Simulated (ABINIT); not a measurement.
Band-structure run, with input and output: Bi (part 1 of 4)

Bi (Im-3m, 1 atom in the cell), computed with Kohn-Sham DFT of a periodic cell, HCTH407, spin-orbit coupling, JTH PAW PBE v2.0, no spin polarisation (ABINIT 10.8.3).

The structure derives from a Materials Project entry.

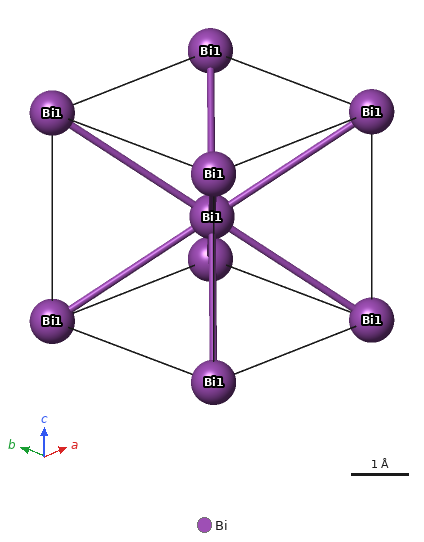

*The input geometry (ball-and-stick view of the cell 2 times as large as that of the calculation, set on its symmetry axes, seen at an oblique angle; atoms are numbered from 1 in the order of the input).*

Near neighbours in the crystal (not all of them lie inside the picture): Bi has 8 Bi at 3.43 Å.

## Input
```
# Datasets: ground state, then fixed potential
ndtset 2

# Pseudopotentials
pp_dirpath "./"
pseudos "Bi.GGA_PBE-JTH.xml"

# Structure
acell 3*1.0
rprim
    -3.7443610401     3.7443610401     3.7443610401
     3.7443610401    -3.7443610401     3.7443610401
     3.7443610401     3.7443610401    -3.7443610401
ntypat 1
znucl 83
natom 1
typat 1
xred
     0.0000000000     0.0000000000     0.0000000000

# Plane-wave basis
ecut 598.650497 eV
pawecutdg 44.0

# Exchange and correlation
ixc 27

# Bands and occupations
occopt 3
tsmear 0.05 eV

# Spin
nspinor 2
nspden 1
pawspnorb 1

# SCF cycle
nstep 100

# Output
iomode 3
prtwf 0
prteig 0
prtebands 0
enunit 1
prtden1 1

# Dataset 1
kptopt1 4
ngkpt1 9 9 9
nshiftk1 1
shiftk1 0.0 0.0 0.0
nband1 24
tolvrs1 1.0e-9

# Dataset 2: bands along G-H-N-G-P-H
iscf2 -2
getden2 1
nband2 36
nbdbuf2 8
tolwfr2 1.0e-11
kptopt2 -5
ndivsm2 5
prteig2 1
kptbounds2
     0.0000000000     0.0000000000     0.0000000000
     0.5000000000    -0.5000000000     0.5000000000
     0.0000000000     0.0000000000     0.5000000000
     0.0000000000     0.0000000000     0.0000000000
     0.2500000000     0.2500000000     0.2500000000
     0.5000000000    -0.5000000000     0.5000000000
```

Machine: 1 thread of Arm Neoverse V1, 24 GiB of memory available, shared host.

Launch command:
```bash
abinit run.abi > log 2>&1
```

## Output
```
.Version 10.8.3 of ABINIT
 DATASET    1 : space group I4 3 2 (#211); Bravais cI (body-center cubic)
================================================================================
 Values of the parameters that define the memory need for DATASET  1.
     intxc =       0    ionmov =       0      iscf =       7    lmnmax =      18
     lnmax =       6     mgfft =      30  mpssoang =       3    mqgrid =    3001
     natom =       1  nloc_mem =       2    nspden =       1   nspinor =       2
    nsppol =       1      nsym =      24    n1xccc =       1    ntypat =       1
    occopt =       3   xclevel =       2
       mpw =        1055          nfft =       27000          nkpt =          39
 PAW method is used; the additional fine FFT grid is defined by:
   mgfftf=        40    nfftf =     64000
================================================================================
================================================================================

 DATASET    2 : space group I4 3 2 (#211); Bravais cI (body-center cubic)
================================================================================
 Values of the parameters that define the memory need for DATASET  2.
     intxc =       0    ionmov =       0      iscf =      -2    lmnmax =      18
     lnmax =       6     mgfft =      30  mpssoang =       3    mqgrid =    3001
     natom =       1  nloc_mem =       2    nspden =       1   nspinor =       2
    nsppol =       1      nsym =      24    n1xccc =       1    ntypat =       1
    occopt =       3   xclevel =       2
       mpw =        1055          nfft =       27000          nkpt =          30
 PAW method is used; the additional fine FFT grid is defined by:
   mgfftf=        40    nfftf =     64000
================================================================================
================================================================================

--------------------------------------------------------------------------------
------------- Echo of variables that govern the present computation ------------
--------------------------------------------------------------------------------
 -outvars: echo values of preprocessed input variables --------
            acell      1.0000000000E+00  1.0000000000E+00  1.0000000000E+00 Bohr
              amu      2.08980370E+02
             ecut      2.20000000E+01 Hartree
           enunit           1
           getden1          0
           getden2          1
             iscf1          7
             iscf2         -2
              ixc          27
           jdtset        1    2
           kptopt1          4
           kptopt2         -5
         kptrlatt        9    0    0      0    9    0      0    0    9
          kptrlen1     5.83688121E+01
          kptrlen2     3.00000000E+01
            natom           1
            nband1         24
            nband2         36
           nbdbuf1          0
           nbdbuf2          8
           ndtset           2
           ndivsm1          0
           ndivsm2          5
            ngfft          30      30      30
          ngfftdg          40      40      40
             nkpt1         39
             nkpt2         30
          nspinor           2
            nstep         100
             nsym          24
           ntypat           1
           occopt           3
        pawcpxocc           2
        pawecutdg      4.40000000E+01 Hartree
        pawspnorb           1
         pawxcdev           0
        prtebands           0
           prteig1          0
           prteig2          1
            prtwf           0
            rprim     -3.7443610401E+00  3.7443610401E+00  3.7443610401E+00
                       3.7443610401E+00 -3.7443610401E+00  3.7443610401E+00
                       3.7443610401E+00  3.7443610401E+00 -3.7443610401E+00
           shiftk1     0.00000000E+00  0.00000000E+00  0.00000000E+00
           shiftk2     5.00000000E-01  5.00000000E-01  5.00000000E-01
          spgroup         211
           tolvrs1     1.00000000E-09
           tolvrs2     0.00000000E+00
           tolwfr1     0.00000000E+00
           tolwfr2     1.00000000E-11
           tsmear      1.83746611E-03 Hartree
            typat      1
           useylm           1
            znucl       83.00000

================================================================================

 chkinp: Checking input parameters for consistency, jdtset=   1.

 chkinp: Checking input parameters for consistency, jdtset=   2.

================================================================================
== DATASET  1 ==================================================================

--- !DatasetInfo
iteration_state: {dtset: 1, }
dimensions: {natom: 1, nkpt: 39, mband: 24, nsppol: 1, nspinor: 2, nspden: 1, mpw: 1055, }
cutoff_energies: {ecut:  22.0, pawecutdg:  44.0, }
electrons: {nelect:   1.50000000E+01, charge:   0.00000000E+00, occopt:   3.00000000E+00, tsmear:   1.83746611E-03, }
meta: {optdriver: 0, ionmov: 0, optcell: 0, iscf: 7, paral_kgb: 0, }
...

 Exchange-correlation functional for the present dataset will be:
  GGA: HCTH407 functional - ixc=27
  A.D. Boese, and N.C. Handy, JCP 114, 5497 (2001)

 Real(R)+Recip(G) space primitive vectors, cartesian coordinates (Bohr,Bohr^-1):
 R(1)= -3.7443610  3.7443610  3.7443610  G(1)=  0.0000000  0.1335341  0.1335341
 R(2)=  3.7443610 -3.7443610  3.7443610  G(2)=  0.1335341  0.0000000  0.1335341
 R(3)=  3.7443610  3.7443610 -3.7443610  G(3)=  0.1335341  0.1335341  0.0000000
 Unit cell volume ucvol=  2.0998736E+02 bohr^3
 Angles (23,13,12)=  1.09471221E+02  1.09471221E+02  1.09471221E+02 degrees

 Coarse grid specifications (used for wave-functions):

 getcut: wavevector=  0.0000  0.0000  0.0000  ngfft=  30  30  30
         ecut(hartree)=     22.000   => boxcut(ratio)=   2.19082

 Fine grid specifications (used for densities):

 getcut: wavevector=  0.0000  0.0000  0.0000  ngfft=  40  40  40
         ecut(hartree)=     44.000   => boxcut(ratio)=   2.06681

--- Pseudopotential description ------------------------------------------------
- pspini: atom type   1  psp file is ./Bi.GGA_PBE-JTH.xml
 Pseudopotential format is: paw10
 basis_size (lnmax)=  6 (lmn_size= 18), orbitals=   0   0   1   1   2   2
 Spheres core radius: rc_sph= 2.41230754
 Shapefunction is BESSEL type: shapef(r,l)=aa(1,l)*jl(q(1,l)*r)+aa(2,l)*jl(q(2,l)*r)
 Radius for shape functions =  2.20555141
 Compensation charge density is not taken into account in XC energy/potential

   4.19464370E+02                                ecore*ucvol(ha*bohr**3)
--------------------------------------------------------------------------------

================================================================================

--- !BeginCycle
iteration_state: {dtset: 1, }
solver: {iscf: 7, nstep: 100, nline: 4, wfoptalg: 10, }
tolerances: {tolvrs: 1.00E-09, }
...

     iter   Etot(hartree)      deltaE(h)  residm     vres2
 ETOT  1  -71.186025149218    -7.119E+01 3.791E+01 3.424E+02
 ETOT  2  -72.797814255334    -1.612E+00 2.973E-01 7.635E+01
 ETOT  3  -72.804652129625    -6.838E-03 2.015E-01 1.524E+01
 ETOT  4  -72.805392532772    -7.404E-04 6.733E-02 2.081E+00
 ETOT  5  -72.805523076432    -1.305E-04 1.443E-02 6.106E-01
 ETOT  6  -72.805526776635    -3.700E-06 7.245E-03 1.116E-01
 ETOT  7  -72.805531715737    -4.939E-06 5.754E-03 1.737E-02
 ETOT  8  -72.805532187248    -4.715E-07 2.918E-03 5.816E-03
 ETOT  9  -72.805532261343    -7.410E-08 3.743E-03 1.246E-03
 ETOT 10  -72.805532267442    -6.099E-09 2.202E-03 2.828E-04
 ETOT 11  -72.805532272092    -4.650E-09 2.974E-03 1.899E-05
 ETOT 12  -72.805532272691    -5.995E-10 1.655E-03 1.265E-06
 ETOT 13  -72.805532272722    -3.089E-11 1.919E-03 2.037E-07
 ETOT 14  -72.805532272727    -4.945E-12 8.956E-04 3.147E-08
 ETOT 15  -72.805532272726     7.248E-13 9.547E-04 8.067E-09
 ETOT 16  -72.805532272733    -7.063E-12 4.061E-04 1.084E-09
 ETOT 17  -72.805532272729     4.334E-12 4.173E-04 1.173E-10

 At SCF step   17       vres2   =  1.17E-10 < tolvrs=  1.00E-09 =>converged.

 Cartesian components of stress tensor (hartree/bohr^3)
  sigma(1 1)= -1.25197774E-04  sigma(3 2)=  0.00000000E+00
  sigma(2 2)= -1.25197774E-04  sigma(3 1)=  0.00000000E+00
  sigma(3 3)= -1.25197774E-04  sigma(2 1)=  0.00000000E+00

--- !ResultsGS
iteration_state: {dtset: 1, }
comment   : Summary of ground state results
lattice_vectors:
- [ -3.7443610,   3.7443610,   3.7443610, ]
- [  3.7443610,  -3.7443610,   3.7443610, ]
- [  3.7443610,   3.7443610,  -3.7443610, ]
lattice_lengths: [   6.48542,    6.48542,    6.48542, ]
lattice_angles: [109.471, 109.471, 109.471, ] # degrees, (23, 13, 12)
lattice_volume:   2.0998736E+02
convergence: {deltae:  4.334E-12, res2:  1.173E-10, residm:  4.173E-04, diffor: null, }
etotal    :  -7.28055323E+01
entropy   :   0.00000000E+00
fermie    :   2.80117564E-01
cartesian_stress_tensor: # hartree/bohr^3
- [ -1.25197774E-04,   0.00000000E+00,   0.00000000E+00, ]
- [  0.00000000E+00,  -1.25197774E-04,   0.00000000E+00, ]
- [  0.00000000E+00,   0.00000000E+00,  -1.25197774E-04, ]
pressure_GPa:   3.6834E+00
xred      :
- [  0.0000E+00,   0.0000E+00,   0.0000E+00, Bi]
cartesian_forces: # hartree/bohr
- [ -0.00000000E+00,  -0.00000000E+00,  -0.00000000E+00, ]
force_length_stats: {min:   0.00000000E+00, max:   0.00000000E+00, mean:   0.00000000E+00, }
...

 Integrated electronic density in atomic spheres:
 ------------------------------------------------
 Atom  Sphere_radius  Integrated_density
    1        2.41231         12.25032778

================================================================================

 ----iterations are completed or convergence reached----

 Mean square residual over all n,k,spin=   14.209E-07; max=  41.726E-05
 reduced coordinates (array xred) for    1 atoms
       0.000000000000      0.000000000000      0.000000000000
 rms dE/dt=  0.0000E+00; max dE/dt=  0.0000E+00; dE/dt below (all hartree)
    1       0.000000000000      0.000000000000      0.000000000000

 cartesian coordinates (angstrom) at end:
    1      0.00000000000000     0.00000000000000     0.00000000000000

 cartesian forces (hartree/bohr) at end:
    1     -0.00000000000000    -0.00000000000000    -0.00000000000000
 frms,max,avg= 0.0000000E+00 0.0000000E+00   0.000E+00  0.000E+00  0.000E+00 h/b

 cartesian forces (eV/Angstrom) at end:
    1     -0.00000000000000    -0.00000000000000    -0.00000000000000
 frms,max,avg= 0.0000000E+00 0.0000000E+00   0.000E+00  0.000E+00  0.000E+00 e/A
 length scales=  1.000000000000  1.000000000000  1.000000000000 bohr
              =  0.529177210544  0.529177210544  0.529177210544 angstroms
 Fermi (or HOMO) energy (eV) =   7.62239   Average Vxc (eV)=  -9.50660
 Eigenvalues (   eV  ) for nkpt=  39  k points:
 kpt#   1, nband= 24, wtk=  0.00137, kpt=  0.0000  0.0000  0.0000 (reduced coord)
 -17.64757  -17.64757  -17.64757  -17.64757  -14.69322  -14.69322  -14.61350  -14.61350
 -14.61350  -14.61350   -5.69475   -5.69475   10.22520   10.22520   13.99147   13.99147
  13.99147   13.99147   16.85378   16.85378   18.50467   18.50467   18.50467   18.50467
 prteigrs : prtvol=0 or 1, do not print more k-points.

--- !EnergyTerms
iteration_state     : {dtset: 1, }
comment             : Components of total free energy in Hartree
kinetic             :  4.61404038097116E+00
hartree             :  1.79554154426545E+01
xc                  : -2.62662806807913E+00
Ewald energy        : -5.46707113290151E+01
psp_core            :  1.99756965665878E+00
local_psp           : -5.97178985526197E+01
PAW spherical_terms :  1.96428057959220E+01
internal            : -7.28054066735075E+01
'-kT*entropy'       : -1.25599221584308E-04
total_energy        : -7.28055322727291E+01
total_energy_eV     : -1.98113945951747E+03
...

--- !EnergyTermsDC
iteration_state     : {dtset: 1, }
comment             : '"Double-counting" decomposition of free energy'
band_energy         : -5.45587357952299E+00
Ewald energy        : -5.46707113290151E+01
psp_core            :  1.99756965665878E+00
xc_dc               : -1.76436334679913E+01
PAW spherical_terms :  2.96724201515218E+00
internal            : -7.28054067047185E+01
'-kT*entropy'       : -1.25599221584308E-04
total_energy_dc     : -7.28055323039401E+01
total_energy_dc_eV  : -1.98113946036676E+03
...

--- !EnergyTermsWithPAWCore
iteration_state     : {dtset: 1, }
comment             : 'Components of total free energy, including PAW core contributions'
Total energy        : -2.15429423097614E+04
Total energy DC     : -2.15429423097926E+04
Total energy (eV)   : -5.86213324065804E+05
Total energy DC (eV): -5.86213324066653E+05
...

 Cartesian components of stress tensor (hartree/bohr^3)
  sigma(1 1)= -1.25197774E-04  sigma(3 2)=  0.00000000E+00
  sigma(2 2)= -1.25197774E-04  sigma(3 1)=  0.00000000E+00
  sigma(3 3)= -1.25197774E-04  sigma(2 1)=  0.00000000E+00

-Cartesian components of stress tensor (GPa)         [Pressure=  3.6834E+00 GPa]
- sigma(1 1)= -3.68344568E+00  sigma(3 2)=  0.00000000E+00
- sigma(2 2)= -3.68344568E+00  sigma(3 1)=  0.00000000E+00
- sigma(3 3)= -3.68344568E+00  sigma(2 1)=  0.00000000E+00

================================================================================
== DATASET  2 ==================================================================

--- !DatasetInfo
iteration_state: {dtset: 2, }
dimensions: {natom: 1, nkpt: 30, mband: 36, nsppol: 1, nspinor: 2, nspden: 1, mpw: 1055, }
cutoff_energies: {ecut:  22.0, pawecutdg:  44.0, }
electrons: {nelect:   1.50000000E+01, charge:   0.00000000E+00, occopt:   3.00000000E+00, tsmear:   1.83746611E-03, }
meta: {optdriver: 0, ionmov: 0, optcell: 0, iscf: -2, paral_kgb: 0, }
...

 mkfilename : getden/=0, take file _DEN from output of DATASET   1.

 Exchange-correlation functional for the present dataset will be:
  GGA: HCTH407 functional - ixc=27
  A.D. Boese, and N.C. Handy, JCP 114, 5497 (2001)
```
